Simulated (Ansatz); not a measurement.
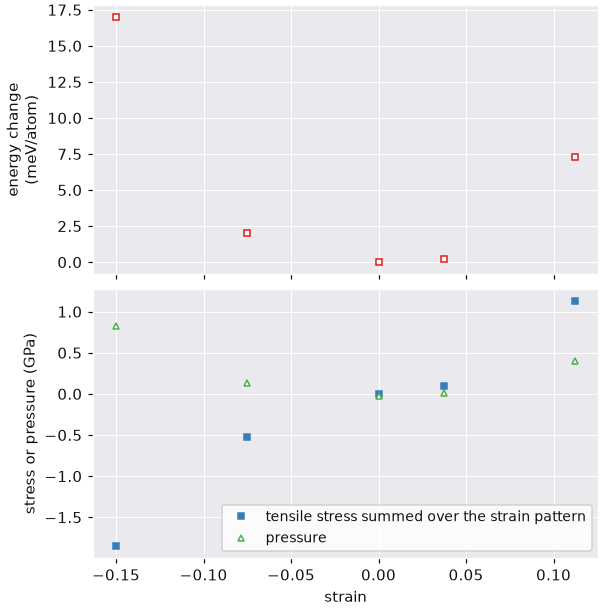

Calculation (Ansatz 0.2.0): homogeneous strain of a crystal along one Voigt pattern with engineering shear, fractional coordinates fixed, by plane-wave density functional theory with PAW datasets, free energies less that of the undisturbed cell, pressure positive in compression; scalar-relativistic. Level: PBE, no spin polarisation.

```json
{"setting": "wave cutoff", "value": "420 eV"}
{"setting": "k mesh", "value": "10×10×10"}
{"setting": "occupations", "value": "Gaussian"}
{"setting": "smearing width", "value": "0.15 eV"}
{"setting": "k shift", "value": "(0, 0, 0) (mesh steps)"}
{"setting": "start", "value": "relaxed"}
{"setting": "strain pattern", "value": "(0, 0, 0, 0, 1, 0) (xx yy zz yz xz xy with engineering shear)"}
```

The given structure:
```xyz
4
Lattice="4.7527 0.0000 0.0000 0.0000 4.7527 0.0000 0.0000 0.0000 4.7527" Properties=species:S:1:pos:R:3 pbc="T T T"
Sn    0.0000    2.3764    2.3764
Sn    2.3764    0.0000    2.3764
Sn    2.3764    2.3764    0.0000
Se    0.0000    0.0000    0.0000
```

Caption: Energy change, tensile stress summed over the strain pattern and pressure against strain for Sn₃Se, space group Pm-3m (No. 221).

The energy change is 16.97 meV/atom at strain −0.1500 and 7.26 meV/atom at 0.1125; the lowest computed point is at strain 0.0000 (0.00 meV/atom). The tensile stress summed over the strain pattern rises from −1.847 GPa at strain −0.1500 to 1.128 GPa at 0.1125, and changes sign near 0.000. The pressure goes from 0.821 GPa at strain −0.1500 to 0.406 GPa at 0.1125, not monotonically, with a low of −0.020 GPa at 0.0000.
